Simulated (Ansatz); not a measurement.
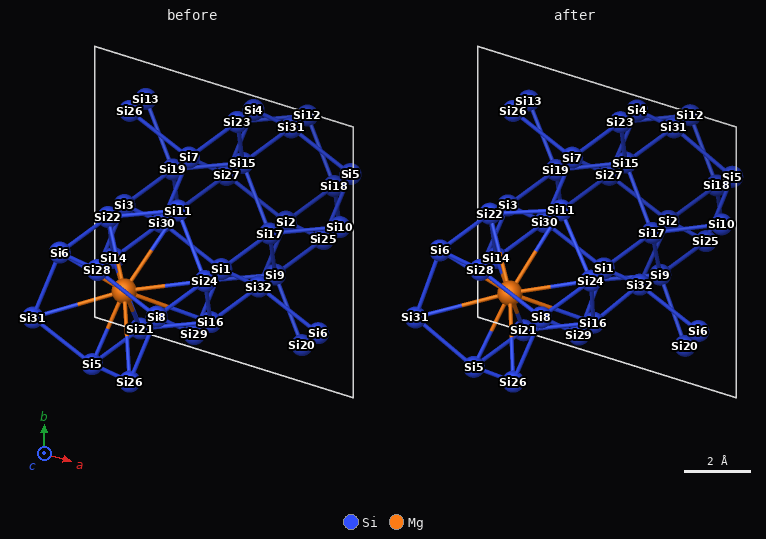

The structure of a defect cell of composition MgSi₃₂ (cell charge +2) before (left) and after (right) a relaxation, at one scale.

Style: ball-and-stick. Shown: the cell of the calculation, along the c axis.

Case: Mg interstitial, charge +2, atoms relaxed.

Level of theory: Ansatz 0.2.0, DFT PBE, scalar-relativistic, plane waves, PAW.

Input
```yaml
crystal:
  lattice:
    - [1.0e-10, -6.6706137337, 6.3650227274]
    - [-1.0e-10, 6.6706137337, 6.3650227274]
    - [-7.7025612697, -1.0e-10, -6.3650227274]
  atoms:
    - { symbol: Si, position: [0.4897988035, 0.3231321368, 0.75] }
    - { symbol: Si, position: [0.7397988035, 0.5731321368, 0.25] }
    - { symbol: Si, position: [0.1147988035, 0.4481321368, 0.5] }
    - { symbol: Si, position: [0.6147988035, 0.9481321368, 0.5] }
    - { symbol: Si, position: [0.9897988035, 0.8231321368, 0.75] }
    - { symbol: Si, position: [0.8647988035, 0.1981321368, 0.0] }
    - { symbol: Si, position: [0.3647988035, 0.6981321368, 0.0] }
    - { symbol: Si, position: [0.2397988035, 0.0731321368, 0.25] }
    - { symbol: Si, position: [0.6981321368, 0.3647988035, 0.5] }
    - { symbol: Si, position: [0.9481321368, 0.6147988035, 0.0] }
    - { symbol: Si, position: [0.3231321368, 0.4897988035, 0.25] }
    - { symbol: Si, position: [0.8231321368, 0.9897988035, 0.25] }
    - { symbol: Si, position: [0.1981321368, 0.8647988035, 0.5] }
    - { symbol: Si, position: [0.0731321368, 0.2397988035, 0.75] }
    - { symbol: Si, position: [0.5731321368, 0.7397988035, 0.75] }
    - { symbol: Si, position: [0.4481321368, 0.1147988035, 0.0] }
    - { symbol: Si, position: [0.6768678632, 0.5102011965, 0.75] }
    - { symbol: Si, position: [0.9268678632, 0.7602011965, 0.25] }
    - { symbol: Si, position: [0.3018678632, 0.6352011965, 0.5] }
    - { symbol: Si, position: [0.8018678632, 0.1352011965, 0.5] }
    - { symbol: Si, position: [0.1768678632, 0.0102011965, 0.75] }
    - { symbol: Si, position: [0.0518678632, 0.3852011965, 0.0] }
    - { symbol: Si, position: [0.5518678632, 0.8852011965, 0.0] }
    - { symbol: Si, position: [0.4268678632, 0.2602011965, 0.25] }
    - { symbol: Si, position: [0.8852011965, 0.5518678632, 0.5] }
    - { symbol: Si, position: [0.1352011965, 0.8018678632, 0.0] }
    - { symbol: Si, position: [0.5102011965, 0.6768678632, 0.25] }
    - { symbol: Si, position: [0.0102011965, 0.1768678632, 0.25] }
    - { symbol: Si, position: [0.3852011965, 0.0518678632, 0.5] }
    - { symbol: Si, position: [0.2602011965, 0.4268678632, 0.75] }
    - { symbol: Si, position: [0.7602011965, 0.9268678632, 0.75] }
    - { symbol: Si, position: [0.6352011965, 0.3018678632, 0.0] }
    - { symbol: Mg, position: [0.1141057181, 0.1304493, -0.0024673349] }
total_charge: 2
basis:
  ecutwfc: 420
  xc_grid: 2
kpoints:
  mp_grid: { grid: [2, 2, 2], shift: [0.5, 0.5, 0.5] }
hamiltonian:
  xc: pbe
scf:
  occupations: { method: gaussian, width: 0.02 }
output:
  forces: true
  stress: false
  eigenvalues: true
relax:
  adjacent_minimum: "off"
  f_tol: 0.02
  max_steps: 60
```

Run as
```bash
ansatz run input.yaml --threads 4 --pin off --max-ram 8192MiB --backend cpu --events-out ev --progress --plain --runs-dir out
```

Question: Describe what moved and what it gained.

Answer: The largest moves, 0.11 Å, are those of Si6 and Si22. Si22 goes along [−1 2 0]. By element the largest moves are Si 0.11 Å, Mg 0.10 Å. The cell stays as it was. Some distances before and after: Si6–Mg33 2.418 → 2.624 Å, Si22–Mg33 2.436 → 2.624 Å, Si16–Mg33 3.080 → 2.989 Å, Si6–Si22 2.381 → 2.459 Å. Among the angles between lasting bonds that change: Si22–Si11–Si24 109.1° → 113.6°, Si16–Si21–Mg33 77.2° → 72.9°, Si24–Si9–Si25 109.8° → 106.6°. The energy falls by 0.505 eV per cell of the calculation in 3 accepted moves (4 points after the start). The largest force component goes from 1.5 to 0.016 eV/Å. 1 step only repeated the SCF at the same geometry. Cost: 50 s on 4 threads of Arm Neoverse V1 (shared host), peak memory 1.5 GiB.

Limits of the set-up: the cell is charged, on a uniform background, and energies carry no finite-size correction.
